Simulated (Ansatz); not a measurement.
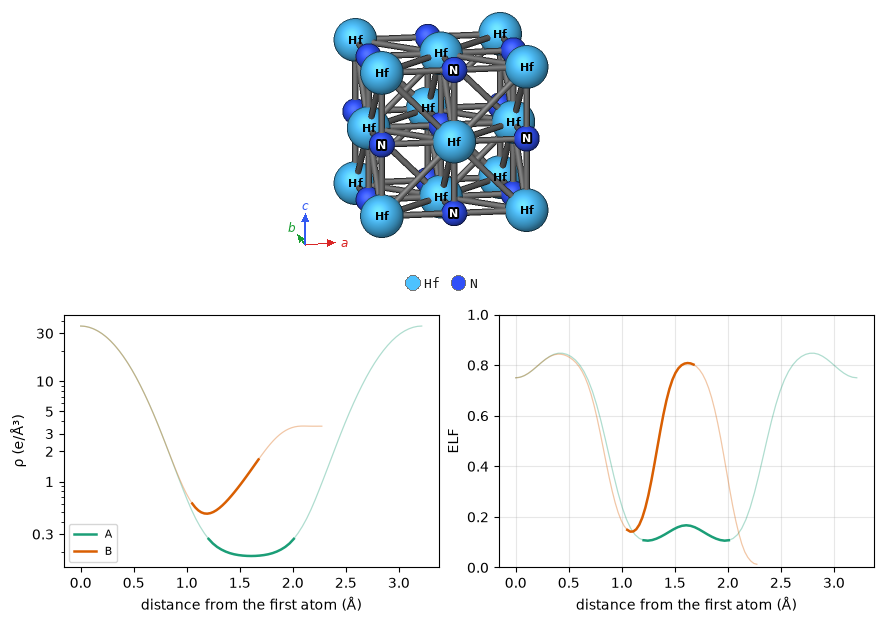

*HfN. Valence electron density and electron localisation function along straight lines between neighbouring atoms. Thin, pale parts lie inside the atomic spheres. The structure is drawn too.*

Space group Fm-3m; a structure from a database of computed crystals, not necessarily the ambient phase; computed without spin polarisation.

Method: Ansatz, DFT PBE, scalar-relativistic, plane waves, PAW.

Core electrons are frozen (PAW), and the valence fields are smoothed inside the atomic spheres.

```xyz
8
Lattice="4.5478 0.0000 0.0000 0.0000 4.5478 0.0000 0.0000 0.0000 4.5478" Properties=species:S:1:pos:R:3 pbc="T T T"
Hf    0.0000    0.0000    0.0000
Hf    2.2739    2.2739    0.0000
Hf    2.2739    0.0000    2.2739
Hf    0.0000    2.2739    2.2739
N     2.2739    0.0000    0.0000
N     0.0000    2.2739    0.0000
N     0.0000    0.0000    2.2739
N     2.2739    2.2739    2.2739
```

Which curve belongs to which contact (Hf–Hf and Hf–N)? The first atom named is at distance zero.

Curve A: Hf–Hf (3.22 Å): ρ is about 0.18 e/Å³ halfway; the ELF is about 0.15 at the midpoint; no localised pair shows between them. Curve B: Hf–N (2.27 Å): ρ is about 0.49 e/Å³ halfway; the ELF peaks at about 0.80 in the valence shell of N, 0.7 Å from its nucleus, and is about 0.15 at the midpoint: no localised pair shows between them.
